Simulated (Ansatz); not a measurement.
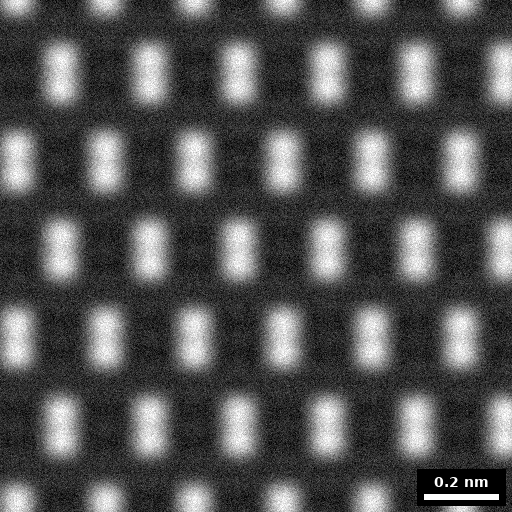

Phase-contrast TEM-like image of W (P6_3/mmc, No. 194). Simulated in the weak-phase-object approximation with neutral-atom potentials: 200 kV, Cs = −15 µm, defocus +74 Å (negative is underfocus), defocus spread 15 Å, aperture 1.22 1/Å. Shot noise was added. Structure used: coordinates from a relaxation at fixed volume with DFT PBE, spin-orbit coupling, plane waves, PAW (Ansatz); the starting structure was generated, so it need not be a known form of this composition.

```xyz
2
Lattice="2.7869 0.0000 0.0000 -1.3934 2.4135 0.0000 0.0000 0.0000 4.9511" Properties=species:S:1:pos:R:3 pbc="T T T"
W     0.0000    1.6090    3.7133
W     1.3934    0.8045    1.2378
```

### Along which zone axis is the crystal seen: [210], [101], [310] or [311]? (Directions equivalent by symmetry count as one.)

[101]. The projected cells are 1.39 × 2.48 Å, 90° for [210]; 2.43 × 2.70 Å, 117° for [101]; 0.91 × 4.95 Å, 90° for [310]; 1.73 × 2.17 Å, 91° for [311], and the image repeats as the [101] one does.
